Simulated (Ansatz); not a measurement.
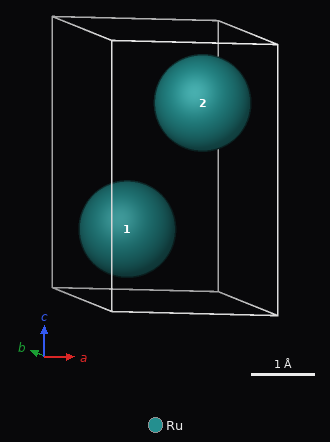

*The structure (spheres-only view of the cell of the calculation, seen slightly off an axis; atoms are numbered from 1 in the order of the input). An atom can appear more than once, as a periodic image.*

**Ru: single-point calculation**

System: Ru (P6₃/mmc, 2 atoms in the cell).
Method: DFT r2SCAN, scalar-relativistic, plane waves, PAW, no spin polarisation (Ansatz 0.2.0).

The structure derives from an entry of the Crystallography Open Database. It belongs to a series of runs on one base structure; here: strain +0.000 along x and y, +0.030 along z, atoms carried along. Figures and captions count atoms from 1; the log counts them from 0 in places.

What the program printed
```
Engine: ansatz 0.2.0, x86_64-unknown-linux-gnu
Pseudopotentials: kind: paw
Pseudopotential: Ru, paw, valence charge 16, recommended cutoff 500 eV (meta_gga), Ru.paw.azcp
Functional definition: r2SCAN
  parameter k0 = 0.174
  parameter k1 = 0.065
  parameter a1 = 4.9479
  exchange = r2scan_x(k0 = k0, k1 = k1, a1 = a1)
  correlation = r2scan_c
Crystal: 2 atoms, lattice volume = 27.964 Å³
Basis set: ecut = 500 eV, 701 PW (Γ), exchange–correlation on 80×80×144 points (64 copies of the dense FFT grid, shifted against one another)
Bands: 20, of which v1, the nominal top of the filled ones, is band 16 counted from 1 (15 counted from 0)
Symmetry: 24 space group operations
Space group: P63/mmc (ITA 194), of the structure as read, at distance tolerance 3.0e-5 Å
k-points: 427 of 6912
Non-local potential: Ru, projectors of the file, l = 0: 3, l = 1: 2, l = 2: 2, l = 3: 1
PAW form: soft (Blöchl's): semilocal exchange-correlation on the pseudo side does not see the compensation charge
PAW frozen core: Ru, regenerated for the run's functional (the file was generated under x = pbe(κ = 0.804, μ = 0.2195149727645171), c = pbe(β = 0.06672455060314922))
PAW one-centre angular grid: Ru, 590 points (default); XC on 160 Gauss nodes
Initial density: superposition of atomic densities (neutral atoms: chi_scale 0, normalization atom), corrected by the library's trained network
Initial wavefunctions: pseudopotential atomic-orbital guess
Functional: x = r2scan, c = r2scan; τ floored in thin density (d = 2e-4 eV/Å³)
SCF iter   1: F=—  HF=-11781.329069 eV  |F-HF|=—  |Δ(HF+E_count)|=         —  Δρ=1.05e-2  dr2=9.42e-3  dr2_τ=1.40e-2  ethr=1.77e-3  ⟨swp⟩=4.8  Hψ=33484  notcnv=0
preconditioner: auto → none  [metal: Δε(μ)=0.007 eV  Ē_g=5.857 eV  σ=0.150 eV  W_gap=0.03  n_scr=8 (ndim 8)  ℏωp=28.1 eV  f_vac=0.000  D(μ)=1.78/eV (n_scr^D=22)  sad-step TF]
SCF iter   2: F=—  HF=-11781.350484 eV  |F-HF|=—  |Δ(HF+E_count)|=   2.14e-2  Δρ=5.84e-3  dr2=2.48e-3  dr2_τ=1.95e-4  ethr=2.94e-5  ⟨swp⟩=2.0  Hψ=18627  notcnv=0
SCF iter   3: F=—  HF=-11781.353357 eV  |F-HF|=—  |Δ(HF+E_count)|=   2.87e-3  Δρ=1.06e-3  dr2=1.90e-4  dr2_τ=3.62e-5  ethr=7.75e-6  ⟨swp⟩=2.0  Hψ=11952  notcnv=0
SCF iter   4: F=—  HF=-11781.353465 eV  |F-HF|=—  |Δ(HF+E_count)|=   1.08e-4  Δρ=2.67e-4  dr2=9.82e-6  dr2_τ=2.24e-6  ethr=5.93e-7  ⟨swp⟩=2.0  Hψ=14042  notcnv=0
SCF iter   5: F=—  HF=-11781.353497 eV  |F-HF|=—  |Δ(HF+E_count)|=   3.16e-5  Δρ=7.08e-5  dr2=4.92e-7  dr2_τ=1.05e-7  ethr=3.07e-8  ⟨swp⟩=2.0  Hψ=14497  notcnv=0
SCF iter   6: F=-11781.353499 eV  HF=-11781.353499 eV  |F-HF|=1.36e-8  |Δ(HF+E_count)|=   1.81e-6  Δρ=1.72e-5  dr2=4.06e-8  dr2_τ=4.43e-9  ethr=3.13e-10  ⟨swp⟩=10.4  Hψ=65505  notcnv=0
SCF 1 converged in 6 iterations: F = -11781.353499 eV  dr2 = 4.06e-8
  greatest PAW one-centre occupation: 0.995 electrons in one spin orbital (limit 2), on the Ru atom at site 1 (counted from 0), in its partial waves of l = 1
```

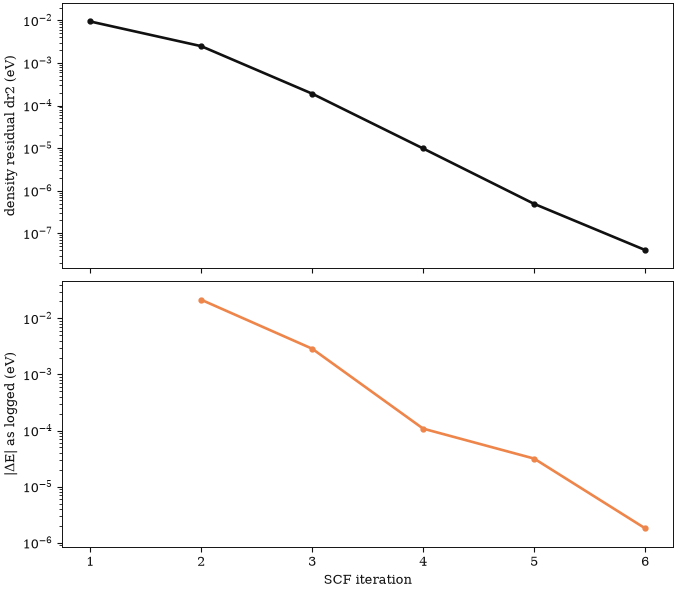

*Convergence of the self-consistent field: density residual dr2 and size of the energy change against the SCF iteration.*

The residual falls at every step.

```
SCF converged after 6 iterations
Free energy (F): -11781.353499 eV
Harris-Foulkes:  -11781.353499 eV  (|F-HF|=1.36e-8)
Internal energy: -11781.333402 eV  (E = F + TS)
E sigma→0 (E₀):  -11781.343450 eV
Entropy (-TS):   -0.020097 eV (-10.048 meV/atom)
Fermi energy:    22.564089 eV
--- Per-component energies (eV) ---
  E_band       = -162.004567
  E_kinetic    = 1025.567525
  E_local      = -2572.963217  (includes V_loc(G=0)·N_el)
  E_nonlocal   = 685.435490
  E_hartree    = 825.622469
  E_xc         = -367.495677
  E_vxc        = -532.373412  (∫ρ·V_xc dr)
  E_paw        = -6957.528185  (= ΣΔE_a)
  E_vpaw       = -456.419913  (= ΣTr[D̂ρ^β])
  E_aug_tail   = 0.000213  (compensation charges beyond the density's cutoff)
  E_vtau       = 37.496158  (kinetic-family band-sum trace: ∫τ·v_τ [+ j·A + Jᵃ·Aᵃ] dr)
  E_ewald      = -4419.350110
  E_core_change = -0.621911  (= ΣΔE_core)
  E_smearing   = -0.020097  (= −TS)
  E_closure    = -0.000000  (closes the sum)
  Σ components = -11781.353499   (vs F -11781.353499, Δ=0.00e0)
--- Forces (eV/Å), atoms counted from 1 ---
  atom   1  Ru     0.00000000     0.00000000     0.00000000
  atom   2  Ru     0.00000000    -0.00000000     0.00000000
  max |Σ_I F_I| component: 0.00e0 eV/Å
--- Stress (GPa, compression-positive) ---
       -6.095399      -0.000000       0.000000
       -0.000000      -6.095399       0.000000
        0.000000       0.000000     -21.018857
  P = ⅓ Tr σ = -11.0699 GPa (-110.699 kbar)
--- Band table (eV; the first three rows and the last of 427) ---
  k-point 0: bands = ["-52.7182", "-52.5420", "-22.3587", "-21.4541", "-21.4541", "-21.3150", "-21.3123", "-21.3123", "14.4025", "16.3289", "19.8661", "19.9995", "19.9995", "20.6004", "20.6004", "21.3830", "21.3830", "23.5249", "23.7376", "23.7376"]
  k-point 1: bands = ["-52.7153", "-52.5450", "-22.3417", "-21.4517", "-21.4517", "-21.3336", "-21.3148", "-21.3148", "14.4785", "16.3503", "19.8324", "19.9653", "19.9653", "20.5629", "20.5629", "21.4723", "21.4723", "23.2656", "23.7351", "23.7351"]
  k-point 2: bands = ["-52.7066", "-52.5540", "-22.2915", "-21.4446", "-21.4446", "-21.3879", "-21.3219", "-21.3219", "14.7010", "16.4089", "19.7395", "19.8920", "19.8920", "20.4599", "20.4599", "21.7070", "21.7070", "22.5985", "23.7176", "23.7176"]
  k-point 426: bands = ["-52.5007", "-52.5007", "-22.1429", "-22.1429", "-21.9328", "-21.9328", "-21.5035", "-21.5035", "17.8641", "17.8641", "18.4608", "18.4608", "19.7932", "19.7932", "21.3192", "21.3192", "23.8279", "23.8279", "31.2443", "31.2443"]
```

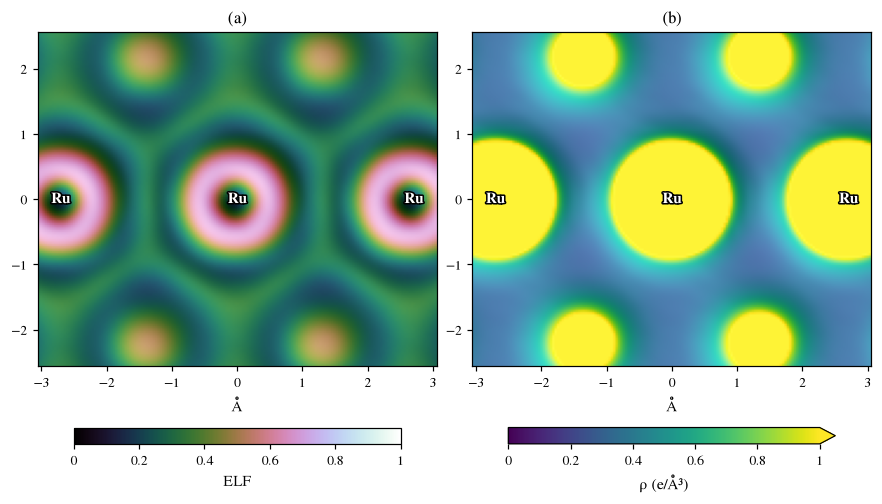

*(a) electron localisation function; (b) valence pseudo-density on the (100) plane of the conventional cell.*

Atoms in the plane: Ru. Ru–Ru (2.71 Å): the density is about 0.38 e/Å³ at the midpoint; the ELF is about 0.30 at the midpoint; no localised pair between them. Away from the nuclei the density in this plane falls to 0.27 e/Å³ at its lowest. The strong features right at Ru lie inside the PAW spheres (semicore, d or f shells) and say nothing about bonding. The fields are those of the smooth PAW valence density.

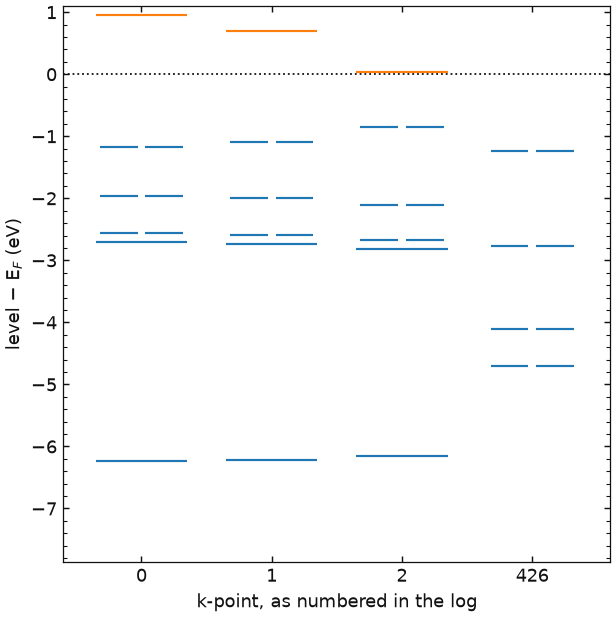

*Kohn–Sham levels near the Fermi level (dotted) at the few k-points that the log prints; levels within 0.02 eV of each other stand side by side.*

The system is metallic on the full mesh.

The run was set up as follows.

The input
```yaml
crystal:
  lattice:
    - [2.7057993342, 0.0, 0.0]
    - [-1.3528996671, 2.343290961, 0.0]
    - [0.0, 0.0, 4.410357]
  atoms:
    - { symbol: Ru, position: [0.3333333333, 0.6666666667, 0.25] }
    - { symbol: Ru, position: [0.6666666667, 0.3333333333, 0.75] }
basis:
  ecutwfc: 500
kpoints:
  mp_grid: { grid: [24, 24, 12] }
hamiltonian:
  xc: r2scan
scf:
  occupations: { method: gaussian, width: 0.15 }
output:
  forces: true
  stress: true
  eigenvalues: true
  write_density: true
  write_potential: true
  elf: true
  volumetric_format: npy
```

Launched with:
```bash
ansatz run input.yaml --threads 1 --pin off --max-ram 2560MiB --backend cpu --events-out ev --progress --plain --runs-dir out
```

Key numbers

```tsv
quantity	value
outcome	converged
space group (tolerance 0.01 Å)	P6₃/mmc (194)
electrons treated	32
free energy	−11781.3535 eV
Fermi energy	22.564 eV
gap on the k-point mesh	none (metallic)
pressure	−11.07 GPa
largest force (length of the vector)	under 0.001 eV/Å
hardware	1 thread of AMD EPYC (Zen 3), 189 GiB of memory available, shared host
wall time	86 s
peak memory	0.56 GiB
```
